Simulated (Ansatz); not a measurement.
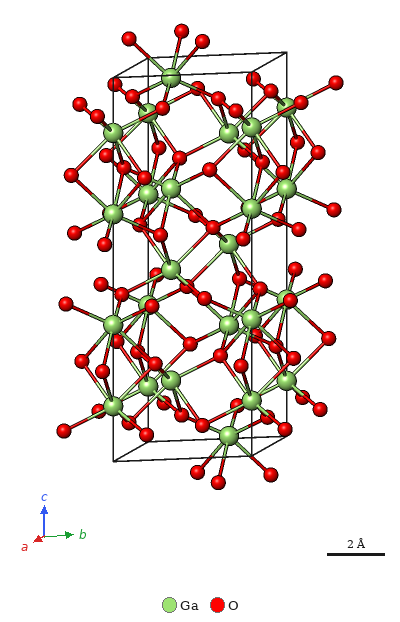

Fig. 1: The input geometry (ball-and-stick view of the cell 3 times as large as that of the calculation, set on its symmetry axes, seen slightly off an axis; bonded neighbours outside the cell are drawn too). An atom can appear more than once, as a periodic image.

**Run report: Ga$_{2}$O$_{3}$, geometry relaxation**

Ga$_{2}$O$_{3}$ (R-3c, 10 atoms in the cell), computed with DFT PBE, scalar-relativistic, plane waves, PAW, no spin polarisation (Ansatz 0.2.0).

The structure derives from a Materials Project entry.

Input file:
```yaml
crystal:
  lattice:
    - [2.528807189, 1.4600075113, 4.5408731688]
    - [-2.528807189, 1.4600075113, 4.5408731688]
    - [0.0, -2.9200150226, 4.5408731688]
  atoms:
    - { symbol: Ga, position: [0.8558438247, 0.8558438247, 0.8558438247] }
    - { symbol: Ga, position: [0.6441561753, 0.6441561753, 0.6441561753] }
    - { symbol: Ga, position: [0.1441561753, 0.1441561753, 0.1441561753] }
    - { symbol: Ga, position: [0.3558438247, 0.3558438247, 0.3558438247] }
    - { symbol: O, position: [0.75, 0.4468728987, 0.0531271013] }
    - { symbol: O, position: [0.4468728987, 0.0531271013, 0.75] }
    - { symbol: O, position: [0.0531271013, 0.75, 0.4468728987] }
    - { symbol: O, position: [0.25, 0.5531271013, 0.9468728987] }
    - { symbol: O, position: [0.9468728987, 0.25, 0.5531271013] }
    - { symbol: O, position: [0.5531271013, 0.9468728987, 0.25] }
basis:
  ecutwfc: 420
kpoints:
  mp_grid: { grid: [6, 6, 6] }
hamiltonian:
  xc: pbe
scf:
  occupations: { method: gaussian, width: 0.02 }
output:
  forces: true
  stress: true
  eigenvalues: true
relax:
  adjacent_minimum: "off"
  f_tol: 0.005
  max_steps: 80
  cell: { stress_tol: 0.05 }
```

Launched with:
```bash
ansatz run input.yaml --threads 4 --pin off --max-ram 10240MiB --backend cpu --events-out ev --progress --plain --runs-dir out
```

Output:
```
Engine: ansatz 0.2.0, aarch64-unknown-linux-gnu
Pseudopotentials: kind: paw
Pseudopotential: Ga, paw, valence charge 13, recommended cutoff 420 eV (normal), Ga.paw.azcp
Pseudopotential: O, paw, valence charge 6, recommended cutoff 420 eV (normal), O.paw.azcp
Functional definition: PBE
  parameter kappa = 0.804
  parameter beta = 0.06672455060314922
  exchange = pbe_x(kappa = kappa, mu = beta*pi^2/3)
  correlation = pbe_c(beta = beta)
Crystal: 10 atoms, lattice volume = 100.592 Å³
Basis set: ecut = 420 eV, 1929 PW (Γ), exchange–correlation on 80×80×80 points (8 copies of the dense FFT grid, shifted against one another)
Bands: 54, of which v1, the nominal top of the filled ones, is band 44 counted from 1 (43 counted from 0)
Symmetry: 12 space group operations
Space group: R-3c (ITA 167), of the structure as read, at distance tolerance 4.7e-5 Å
k-points: 32 of 216
Non-local potential: Ga, projectors of the file, l = 0: 2, l = 1: 2, l = 2: 3, l = 3: 1
Non-local potential: O, projectors of the file, l = 0: 2, l = 1: 2, l = 2: 1
PAW form: soft (Blöchl's): semilocal exchange-correlation on the pseudo side does not see the compensation charge
PAW one-centre angular grid: Ga, 590 points (default); XC on 64 Gauss nodes
PAW one-centre angular grid: O, 110 points (default); XC on 64 Gauss nodes
Initial density: superposition of atomic densities (neutral atoms: chi_scale 0, normalization atom), corrected by the library's trained network
Initial wavefunctions: pseudopotential atomic-orbital guess
Functional: x = pbe(κ = 0.804, μ = 0.2195149727645171), c = pbe(β = 0.06672455060314922)
SCF iter   1: F=—  HF=-18539.813438 eV  |F-HF|=—  |Δ(HF+E_count)|=         —  Δρ=1.06e-3  dr2=2.80e-4  ethr=1.77e-3  ⟨swp⟩=6.2  Hψ=6243  notcnv=0  defer=5
preconditioner: auto → Resta (q_TF=auto, 2.668 Å⁻¹)  ε∞=4.8  [insulator: Δε(μ)=2.397 eV  Ē_g=17.812 eV  σ=0.020 eV  W_gap=1.00  n_scr=26 (ndim 8)  ℏωp=34.7 eV  f_vac=0.017  D(μ)=0.00/eV (n_scr^D=0)  ε∞_Penn≈4.8]
SCF iter   2: F=—  HF=-18539.813750 eV  |F-HF|=—  |Δ(HF+E_count)|=   3.12e-4  Δρ=5.81e-4  dr2=7.62e-5  ethr=3.18e-7  ⟨swp⟩=2.8  Hψ=3802  notcnv=0  defer=98
SCF iter   3: F=—  HF=-18539.814182 eV  |F-HF|=—  |Δ(HF+E_count)|=   4.32e-4  Δρ=1.79e-4  dr2=1.50e-5  ethr=8.65e-8  ⟨swp⟩=2.0  Hψ=2993  notcnv=0  defer=98
SCF iter   4: F=—  HF=-18539.814190 eV  |F-HF|=—  |Δ(HF+E_count)|=   8.28e-6  Δρ=4.60e-5  dr2=1.04e-6  ethr=1.70e-8  ⟨swp⟩=2.0  Hψ=2801  notcnv=0  defer=98
SCF iter   5: F=—  HF=-18539.814193 eV  |F-HF|=—  |Δ(HF+E_count)|=   2.83e-6  Δρ=1.32e-5  dr2=1.17e-7  ethr=1.18e-9  ⟨swp⟩=2.0  Hψ=2990  notcnv=0  defer=98
SCF iter   6: F=-18539.814193 eV  HF=-18539.814193 eV  |F-HF|=1.75e-9  |Δ(HF+E_count)|=   3.46e-7  Δρ=5.73e-6  dr2=2.65e-8  ethr=1.14e-10  ⟨swp⟩=9.2  Hψ=7467  notcnv=0
SCF 1 converged in 6 iterations: F = -18539.814193 eV  dr2 = 2.65e-8
  greatest PAW one-centre occupation: 0.998 electrons in one spin orbital (limit 2), on the Ga atom at site 3 (counted from 0), in its partial waves of l = 2
relax step   1: F+E_penalty+E_count = -18539.81419315 eV  Δ(F+E_penalty+E_count) = +0.000e0 eV  max|allowed force component| = 1.451e-4 eV/Å  Δτ_max = 0.0000 Å  P = +0.019 GPa  Ω = 100.592 Å³  (6 SCF iters, dr2 threshold 1.00e-7 eV, accepted)
Initial density: handed on by an earlier stage of this run
Initial wavefunctions: pseudopotential atomic-orbital guess (no wavefunctions were taken with the density)
iter 1 solved again at ethr=1.30e-8 eV; its pass at ethr=3.10e-3 eV (dr2=1.14e-5 eV) is discarded
SCF iter   1: F=—  HF=-18539.814198 eV  |F-HF|=—  |Δ(HF+E_count)|=         —  Δρ=5.69e-6  dr2=2.58e-8  ethr=1.30e-8  ⟨swp⟩=3.9  Hψ=11663  notcnv=0
preconditioner: auto → Resta (q_TF=auto, 2.668 Å⁻¹)  ε∞=4.8  [insulator: Δε(μ)=2.401 eV  Ē_g=17.815 eV  σ=0.020 eV  W_gap=1.00  n_scr=26 (ndim 8)  ℏωp=34.7 eV  f_vac=0.018  D(μ)=0.00/eV (n_scr^D=0)  ε∞_Penn≈4.8]
SCF iter   2: F=—  HF=-18539.814193 eV  |F-HF|=—  |Δ(HF+E_count)|=   4.66e-6  Δρ=2.47e-6  dr2=6.56e-9  ethr=2.93e-11  ⟨swp⟩=2.0  Hψ=3118  notcnv=0
SCF iter   3: F=—  HF=-18539.814193 eV  |F-HF|=—  |Δ(HF+E_count)|=   7.22e-9  Δρ=1.46e-6  dr2=2.72e-9  ethr=7.45e-12  ⟨swp⟩=2.1  Hψ=2033  notcnv=0
SCF iter   4: F=—  HF=-18539.814193 eV  |F-HF|=—  |Δ(HF+E_count)|=   4.60e-9  Δρ=5.72e-7  dr2=2.77e-10  ethr=3.09e-12  ⟨swp⟩=2.0  Hψ=3127  notcnv=0
SCF iter   5: F=-18539.814193 eV  HF=-18539.814193 eV  |F-HF|=2.18e-11  |Δ(HF+E_count)|=  9.46e-11  Δρ=1.79e-7  dr2=1.83e-11  ethr=1.00e-12  ⟨swp⟩=4.2  Hψ=6108  notcnv=0
SCF 2 converged in 5 iterations: F = -18539.814193 eV  dr2 = 1.83e-11
  greatest PAW one-centre occupation: 0.998 electrons in one spin orbital (limit 2), on the Ga atom at site 2 (counted from 0), in its partial waves of l = 2
relax step   2: F+E_penalty+E_count = -18539.81419317 eV  Δ(F+E_penalty+E_count) = -1.478e-8 eV  max|allowed force component| = 1.493e-4 eV/Å  Δτ_max = 0.0000 Å  P = +0.019 GPa  Ω = 100.592 Å³  stress off target by 2.02e-2 GPa  SCF on the basis re-selected at this cell (its energy is not comparable with the rows above)  (5 SCF iters)
```

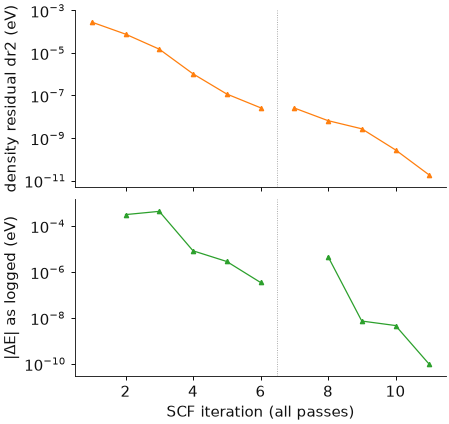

Fig. 2: Convergence of the self-consistent field: density residual dr2 and size of the energy change against the SCF iteration. The dotted lines part the SCF passes of the relaxation: geometry steps, rejected trials and re-solves on a re-selected basis. The passes take 6 and 5 iterations.

```
basis re-selected at this cell: Δ(F+E_penalty+E_count) = -1.478e-8 eV, ΔP = +0.000 GPa vs the last step (what re-selecting the basis moved, of the pressure what is left beyond the Pulay correction that the steps carried, after the strain that the cell walked since its last selection, with what the two solves' SCF thresholds leave and, on support functions, any second-order correction that the steps lacked; it is no measure of the basis error at this ecutwfc). This SCF's stress stands 2.02e-2 GPa from its target on what of the cell is left free (relax.cell.stress_tol is 5.00e-2 GPa) and its largest allowed force component is 1.49e-4 eV/Å (relax.f_tol is 5.00e-3 eV/Å): within both
SCF converged after 5 iterations
Free energy (F): -18539.814193 eV
Harris-Foulkes:  -18539.814193 eV  (|F-HF|=2.18e-11)
Internal energy: -18539.814193 eV  (E = F + TS)
E sigma→0 (E₀):  -18539.814193 eV
Fermi energy:    9.797783 eV
--- Per-component energies (eV) ---
  E_band       = -38.822385
  E_kinetic    = 1517.075278
  E_local      = -8663.594065  (includes V_loc(G=0)·N_el)
  E_nonlocal   = 2022.689655
  E_hartree    = 3902.256746
  E_xc         = -711.188007
  E_vxc        = -788.851331  (∫ρ·V_xc dr)
  E_paw        = -8946.014101  (= ΣΔE_a)
  E_vpaw       = -1930.669639  (= ΣTr[D̂ρ^β])
  E_aug_tail   = 0.014255  (compensation charges beyond the density's cutoff)
  E_ewald      = -7661.053954
  E_smearing   = -0.000000  (= −TS)
  E_closure    = 0.000000  (closes the sum)
  Σ components = -18539.814193   (vs F -18539.814193, Δ=0.00e0)
--- Forces (eV/Å), atoms counted from 1 ---
  atom   1  Ga     0.00000000     0.00000000    -0.00000921
  atom   2  Ga     0.00000000     0.00000000     0.00000921
  atom   3  Ga    -0.00000000     0.00000000     0.00000921
  atom   4  Ga    -0.00000000    -0.00000000    -0.00000921
  atom   5  O      0.00007465    -0.00012930    -0.00000000
  atom   6  O     -0.00014931    -0.00000000     0.00000000
  atom   7  O      0.00007465     0.00012930    -0.00000000
  atom   8  O     -0.00007465     0.00012930     0.00000000
  atom   9  O     -0.00007465    -0.00012930    -0.00000000
  atom  10  O      0.00014931     0.00000000    -0.00000000
  max |Σ_I F_I| component: 9.24e-18 eV/Å
--- Stress (GPa, compression-positive) ---
        0.018881      -0.000000       0.000000
       -0.000000       0.018881       0.000000
        0.000000       0.000000       0.020161
  P = ⅓ Tr σ = 0.0193 GPa (0.193 kbar)
--- Band table (eV; the first three rows and the last of 32) ---
  k-point 0: bands = ["-10.0740", "-8.2343", "-8.2343", "-8.1989", "-8.1839", "-8.1839", "-4.1439", "-4.1439", "-4.0645", "-4.0645", "-4.0033", "-3.9684", "-3.9303", "-3.9303", "-3.9004", "-3.9004", "-3.8574", "-3.8574", "-3.7886", "-3.7882", "-3.7882", "-3.7872", "-3.5601", "-3.5601", "-3.0044", "-3.0044", "1.5904", "2.2725", "3.5559", "3.5559", "4.5438", "4.7403", "5.1727", "5.1727", "5.4743", "7.6022", "7.6022", "8.0847", "8.0847", "8.2796", "8.2796", "8.2870", "8.3646", "8.3646", "10.9983", "14.9155", "15.1678", "17.1137", "18.4530", "18.4600", "18.4600", "19.3053", "19.5014", "19.5014"]
  k-point 1: bands = ["-9.9565", "-8.3474", "-8.2447", "-8.2390", "-8.1953", "-8.1712", "-4.1290", "-4.1285", "-4.0606", "-4.0572", "-4.0031", "-3.9714", "-3.9252", "-3.9248", "-3.9095", "-3.9038", "-3.8673", "-3.8607", "-3.8026", "-3.7918", "-3.7864", "-3.7318", "-3.5920", "-3.5567", "-3.1066", "-3.0378", "1.7472", "2.2377", "3.1584", "4.0338", "4.2243", "4.9905", "5.3512", "5.7680", "6.0443", "6.8534", "7.4978", "7.6223", "7.8450", "8.0620", "8.0765", "8.1580", "8.4243", "8.5258", "11.8692", "14.8218", "15.4770", "16.7648", "17.5426", "18.2747", "19.1290", "19.2217", "19.9480", "20.0984"]
  k-point 2: bands = ["-9.6283", "-8.6923", "-8.2743", "-8.2617", "-8.2052", "-8.1853", "-4.1048", "-4.0868", "-4.0467", "-4.0387", "-4.0006", "-3.9788", "-3.9414", "-3.9354", "-3.9107", "-3.9068", "-3.8747", "-3.8592", "-3.8243", "-3.7932", "-3.7838", "-3.6860", "-3.5815", "-3.5329", "-3.2964", "-3.1557", "2.0616", "2.5371", "2.6382", "4.0994", "4.7725", "5.4045", "5.4540", "6.1481", "6.5386", "6.6865", "6.9592", "7.0443", "7.6257", "7.6484", "7.9053", "7.9816", "8.4139", "8.5393", "13.3408", "14.7117", "15.3580", "15.9647", "17.5678", "17.9227", "19.0798", "19.7145", "19.9382", "20.2054"]
  k-point 31: bands = ["-9.2474", "-9.2474", "-8.2114", "-8.2114", "-8.2114", "-8.2114", "-4.0700", "-4.0700", "-4.0700", "-4.0700", "-4.0539", "-4.0539", "-3.9417", "-3.9417", "-3.9417", "-3.9417", "-3.8015", "-3.8015", "-3.8015", "-3.8015", "-3.7342", "-3.7342", "-3.3601", "-3.3601", "-3.3601", "-3.3601", "2.5710", "2.5710", "4.2922", "4.2922", "4.8371", "4.8371", "4.8371", "4.8371", "6.2190", "6.2190", "7.1827", "7.1827", "7.1827", "7.1827", "8.3049", "8.3049", "8.3049", "8.3049", "14.0804", "14.0804", "16.0876", "16.0876", "17.7969", "17.7969", "19.8402", "19.8402", "19.8402", "19.8402"]
--- Relaxed structure (1 steps of the walk, 1 accepted, 1 SCFs on fresh bases) ---
  F+E_penalty+E_count = -18539.81419317 eV   max|allowed force component| = 1.493e-4 eV/Å   (the final SCF, on the basis selected at the relaxed cell)
  cell:  # Å, volume = 100.5915 Å³
    - [2.5288071890018955, 1.4600075112989055, 4.5408731688]
    - [-2.5288071890018955, 1.4600075112989055, 4.5408731688]
    - [0.0, -2.920015022597811, 4.5408731688]
  atoms:
    - { symbol: Ga, position: [0.8558438247, 0.8558438247, 0.8558438247] }
    - { symbol: Ga, position: [0.6441561753, 0.6441561753, 0.6441561753] }
    - { symbol: Ga, position: [0.14415617530000002, 0.14415617530000002, 0.14415617530000002] }
    - { symbol: Ga, position: [0.35584382470000003, 0.35584382470000003, 0.35584382470000003] }
    - { symbol: O, position: [0.75, 0.4468728987, 0.05312710129999987] }
    - { symbol: O, position: [0.4468728987, 0.05312710129999998, 0.75] }
    - { symbol: O, position: [0.05312710129999998, 0.75, 0.4468728987] }
    - { symbol: O, position: [0.25, 0.5531271013, 0.9468728987000001] }
    - { symbol: O, position: [0.9468728987000001, 0.25000000000000006, 0.5531271013] }
    - { symbol: O, position: [0.5531271013000001, 0.9468728987000001, 0.25] }
```

Trajectory as extended XYZ (Å, eV, eV/Å), 2 frames, from step=1 to step=2:
```
10
Lattice="2.5288 1.4600 4.5409 -2.5288 1.4600 4.5409 0.0000 -2.9200 4.5409" Properties=species:S:1:pos:R:3:forces:R:3 step=1 energy=-18539.81419 pressure_GPa=0.02
Ga    0.0000    0.0000   11.6588    0.0000   0.0000   0.0000
Ga    0.0000    0.0000    8.7751    0.0000   0.0000   0.0000
Ga    0.0000    0.0000    1.9638    0.0000   0.0000   0.0000
Ga    0.0000    0.0000    4.8475    0.0000   0.0000   0.0000
O     0.7665    1.5923    5.6761    0.0001  -0.0001   0.0000
O     0.9957   -1.4600    5.6761   -0.0001   0.0000   0.0000
O    -1.7623   -0.1323    5.6761    0.0001   0.0001   0.0000
O    -0.7665   -1.5923    7.9465   -0.0001   0.0001   0.0000
O     1.7623    0.1323    7.9465   -0.0001  -0.0001   0.0000
O    -0.9957    1.4600    7.9465    0.0001   0.0000   0.0000
10
Lattice="2.5288 1.4600 4.5409 -2.5288 1.4600 4.5409 0.0000 -2.9200 4.5409" Properties=species:S:1:pos:R:3:forces:R:3 step=2 energy=-18539.81419 pressure_GPa=0.02
Ga    0.0000    0.0000   11.6588    0.0000   0.0000   0.0000
Ga    0.0000    0.0000    8.7751    0.0000   0.0000   0.0000
Ga    0.0000    0.0000    1.9638    0.0000   0.0000   0.0000
Ga    0.0000    0.0000    4.8475    0.0000   0.0000   0.0000
O     0.7665    1.5923    5.6761    0.0001  -0.0001   0.0000
O     0.9957   -1.4600    5.6761   -0.0001   0.0000   0.0000
O    -1.7623   -0.1323    5.6761    0.0001   0.0001   0.0000
O    -0.7665   -1.5923    7.9465   -0.0001   0.0001   0.0000
O     1.7623    0.1323    7.9465   -0.0001  -0.0001   0.0000
O    -0.9957    1.4600    7.9465    0.0001   0.0000   0.0000
```

Results in brief:

- outcome: converged
- space group (tolerance 0.01 Å): R-3c (167)
- electrons treated: 88
- free energy: −18539.8142 eV
- Fermi energy: 9.798 eV
- gap on the k-point mesh: 2.40 eV
- pressure: 0.02 GPa
- final volume: 100.59 Å³
- largest force (length of the vector) at the end: under 0.001 eV/Å
- final cell: a = 5.399 Å, b = 5.399 Å, c = 5.399 Å, α = 55.86°, β = 55.86°, γ = 55.86°
- hardware: 4 threads of Arm Neoverse V2, 24 GiB of memory available, shared host
- wall time: 6 s (CPU time 23 s)
- peak memory: 0.52 GiB
